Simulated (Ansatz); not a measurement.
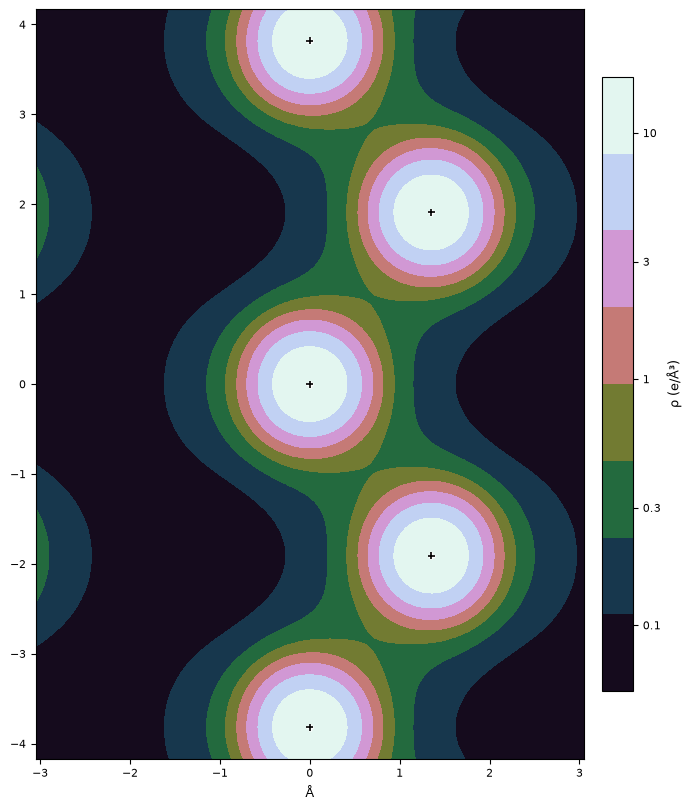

The valence electron density on a plane through atoms (crosses mark nuclei in the plane).

All numbers below come from Ansatz, DFT, PBEsol, plane waves (420 eV) with PAW, scalar-relativistic.

Candidates:
A. Sr, a = 4.55 Å, b = 4.55 Å, c = 4.55 Å, α = 90.00°, β = 90.00°, γ = 90.00°. Space group Im-3m; set up as Sr, bcc; a generated structure, not necessarily the stable one; changed on purpose from its base cell (volume × 0.92).
B. B, a = 1.95 Å, b = 1.95 Å, c = 1.95 Å, α = 90.00°, β = 90.00°, γ = 90.00°. Space group Pm-3m; set up as B, simple cubic; a generated structure, not necessarily the stable one; changed on purpose from its base cell (volume × 1.12); computed pressure about −22 GPa in this cell; computed without spin polarisation.
C. V, a = 5.40 Å, b = 5.40 Å, c = 5.40 Å, α = 90.00°, β = 90.00°, γ = 90.00°. Space group Fd-3m; set up as V, diamond; a generated structure, not necessarily the stable one; changed on purpose from its base cell (volume × 1.12); computed pressure about −7 GPa in this cell; computed without spin polarisation.

> Which system is this?

Candidate C: V on the (110) plane of the conventional cell, which holds V. V–V (2.34 Å): ρ is about 0.46 e/Å³ halfway.
